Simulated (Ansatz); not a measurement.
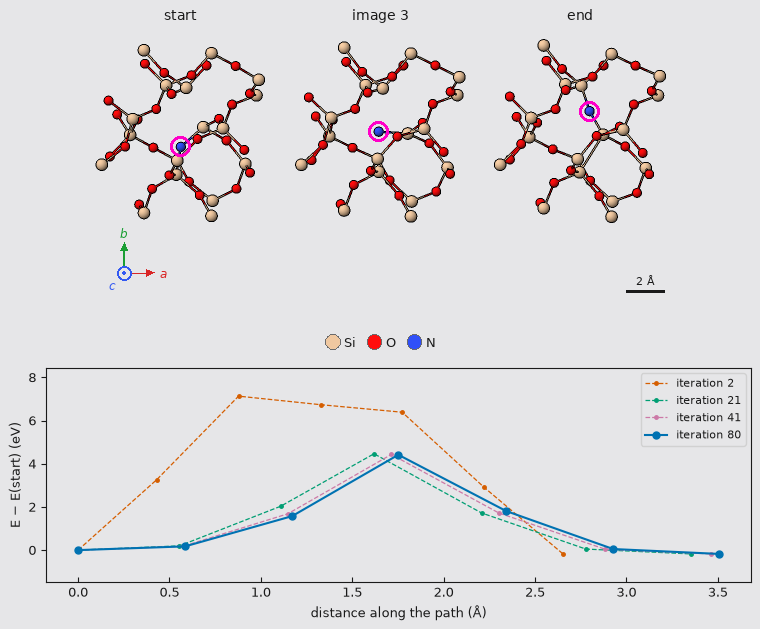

NEB run on SiO2 with an O vacancy (47 atoms in the cell, charge -1). Images are numbered from 0 (start) to 6 (end). The plot follows the band through its iterations. A ball-and-stick model of the atoms within 5.3 Å of the middle of the path, seen along the c axis. The moving atom is ringed, with any periodic copies. Bonds to atoms that aren't drawn are left out.

All numbers below come from Ansatz, DFT PBEsol, scalar-relativistic, plane waves, PAW. Settings: plane-wave cutoff 420 eV; k-point mesh 1 × 1 × 2; Gaussian smearing 0.05 eV; 5 movable images; climbing image; force threshold 0.05 eV/Å; iteration limit 80; optimiser L-BFGS; starting path by straight interpolation.

How did the profile develop, and is the result final?

Answer. The result isn't final. The band hadn't converged when the run stopped after 80 iterations. The barrier read from it is provisional, though the highest image hardly moved in the last two iterations. Where the two sites are alike by symmetry the ends should have one energy; a difference shows that they relaxed into different distortions of this small cell. The first iteration put the highest image at 33.17 eV. The highest point, image 3, lies 4.42 eV above the start and 4.59 eV above the end; the end is at −0.18 eV relative to the start.

Limits of the set-up: the periodic images lie only 7.1 Å apart, so the values are limited by the cell's size; the cell is charged, on a uniform background, and energies carry no finite-size correction.

PAW datasets: the set soft_1.
